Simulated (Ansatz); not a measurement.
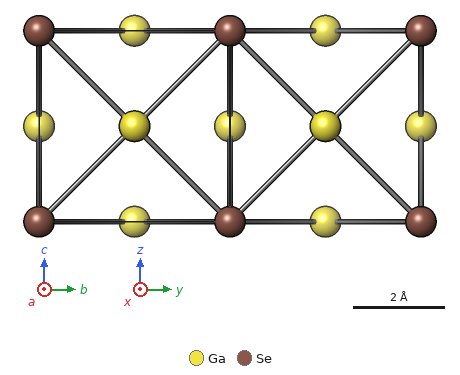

A scan of crystalline Ga3Se (Pm-3m): the cell is strained along y alone, with the atoms kept at their fractional coordinates. x, y and z are the Cartesian axes of the input. The picture shows the reference cell. The picture is a ball-and-stick view of the cell of the calculation, repeated 1 × 2 × 1 with one cell outlined, seen along the a axis.

Computed with DFT PBEsol+D3(BJ), scalar-relativistic, plane waves, PAW in Ansatz. Settings: plane-wave cutoff 420 eV; k-point mesh 12 × 12 × 12; occupations gaussian; smearing width 0.15 eV; no spin polarisation. Energies (free energies at the smearing named) are counted from the relaxed crystal.

```xyz
4
Lattice="4.2249 0.0000 0.0000 0.0000 4.2249 0.0000 0.0000 0.0000 4.2249" Properties=species:S:1:pos:R:3 pbc="T T T"
Ga    0.0000    2.1125    2.1125
Ga    2.1125    0.0000    2.1125
Ga    2.1125    2.1125    0.0000
Se    0.0000    0.0000    0.0000
```

Give the energy at each point (the strain: −0.1000, −0.0750, −0.0500, −0.0250, 0.0000, 0.0250, 0.0500, 0.0750, 0.0875, 0.1000).

Answer.
```
 strain  energy change (meV/atom)
−0.1000                      37.6
−0.0750                      21.5
−0.0500                       9.8
−0.0250                       2.5
 0.0000                       0.0
 0.0250                       1.9
 0.0500                       7.8
 0.0750                      17.2
 0.0875                      23.1
 0.1000                      29.7
```

Of the computed points the lowest is at the strain 0.00, 0.0 meV/atom. The end points stand at 37.6 meV/atom (−0.10) and 29.7 meV/atom (0.10). The distortion takes the space group from Pm-3m to P4/mmm. At the strain −0.10 the cell of the drawing goes b 4.225 → 3.802 Å.

The computed profile:

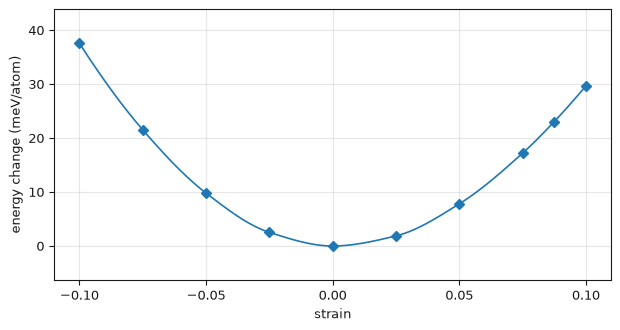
